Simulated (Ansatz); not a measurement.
**ZnAu(100) (Pm-3m bulk, 9 atomic planes (those closer than 0.6 Å count as one), 12 Å, Zn-terminated, slab composition Zn5Au4): images, spectra and barriers**

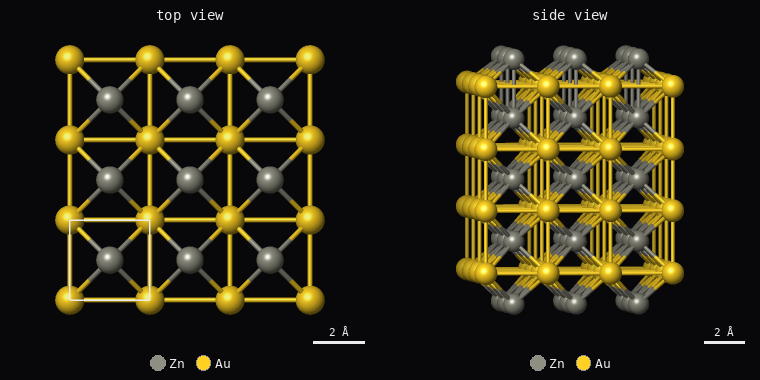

The relaxed structure from above and from the side.

Computed with Ansatz 0.2.0, DFT PBEsol, scalar-relativistic, plane waves, PAW. Cutoff 420 eV, 16 × 16 k-points, Gaussian smearing 0.1 eV, dipole correction. The slab is a cut without reconstruction beyond its cell, at the source's lattice constants, with its lower half held fixed and the rest relaxed. No spin polarisation. Spin–orbit coupling is left out; with Au it can shift levels and gaps. The run couldn't confirm all of its levels under its output density. The run warns that the functional's potential is rough in the thin density of the vacuum, where the tip is; weak contrasts and barriers may feel it.

The STM signal is simulated in the Tersoff–Hamann approximation. Bias windows are sharp sums over the levels of the k mesh.

```
CELL_PARAMETERS angstrom
3.14700 0.00000 0.00000
0.00000 3.14700 0.00000
0.00000 0.00000 32.58800
ATOMIC_POSITIONS crystal
Zn 0.50000 0.50000 0.30686
Au 0.00000 0.00000 0.35515
Zn 0.50000 0.50000 0.40343
Au 0.00000 0.00000 0.45172
Zn 0.50000 0.50000 0.49914
Au 0.00000 0.00000 0.54658
Zn 0.50000 0.50000 0.59376
Au 0.00000 0.00000 0.64351
Zn 0.50000 0.50000 0.68441
```

Part 1: One image

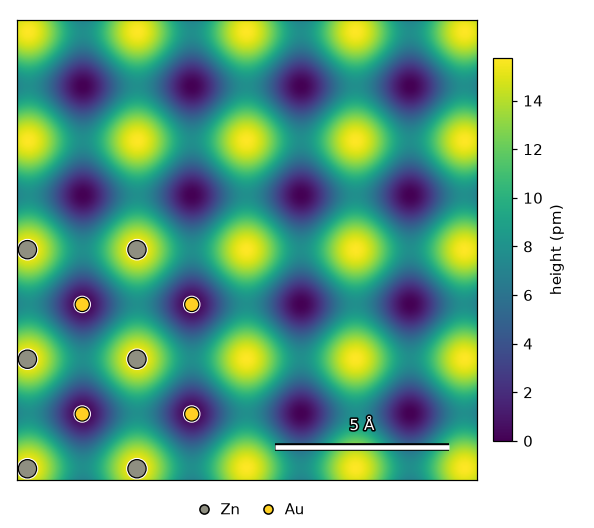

Constant-current image at a set point of 3.1 × 10⁻⁴ e/Å³ of this surface, sample bias −1.00 V. The atoms seen from above are drawn over one corner (deeper ones smaller).

Which atoms or sites appear bright, which dark, and how strong is the contrast?

Answer. The brightest spots lie over the top Zn atoms; the darkest points are over the Au atoms 1.3 Å below the top plane. The corrugation is 16 pm at a mean tip height of 3.0 Å.

Part 2: Approach curves

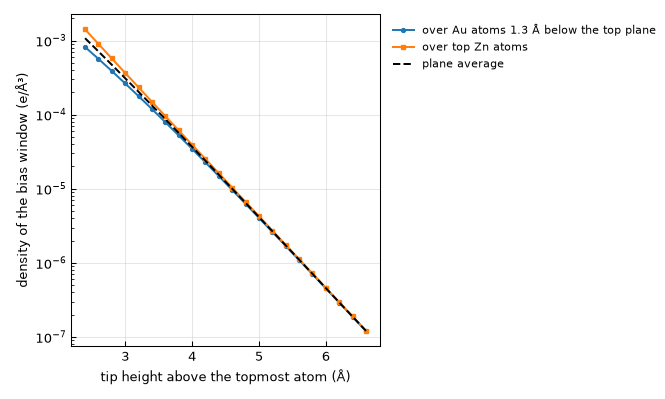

Approach curves over this surface at a sample bias of −1.00 V.

How fast does the current decay, and what apparent barrier height does that imply?

Answer. Near 4 Å the plane average falls as exp(−2.16 z/Å), a factor of 8.7 per ångström, which gives an apparent barrier of 4.4 eV (0.952 eV Å² times the slope squared). The vacuum level lies 3.79 eV above zero bias. The apparent barrier is above 3.79 eV. At 4 Å the 0.25 eV of states nearest the highest filled state carry 18 % of the density, so deeper states, or ones away from the zone centre, set the barrier.

Part 3: States by depth

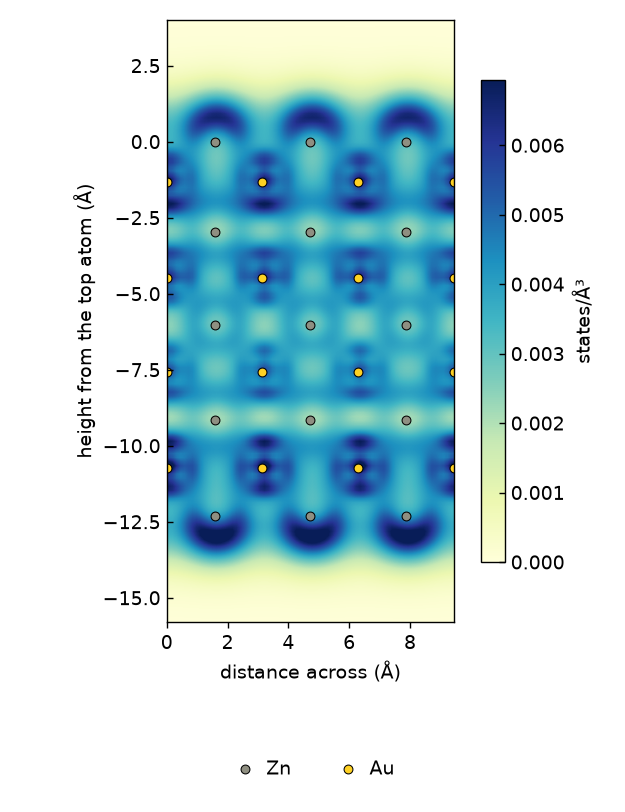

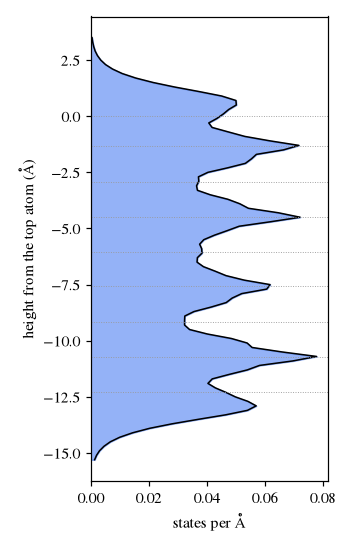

Density of all states between −0.50 and −0.25 eV (zero: the Fermi level) of this surface: side view, averaged along the second cell vector, and the full density summed over planes, the part near the nuclei included (dotted lines mark the atomic planes).

The first picture shows the smooth PAW orbitals' density alone, which lacks about 13 % of these states' charge, near the nuclei; the shares below count all of it.

How is this energy window spread over the atomic planes?

Answer. The window holds 0.75 states per cell. Shares by plane (space cut midway between planes), top to bottom: Zn 14 %, Au 11 %, Zn 9 %, Au 12 %, Zn 8 %, Au 10 %, Zn 8 %, Au 13 %, Zn 16 %; the outer planes' shares include the vacuum, and density in a gap between layers is shared out between the planes on either side.
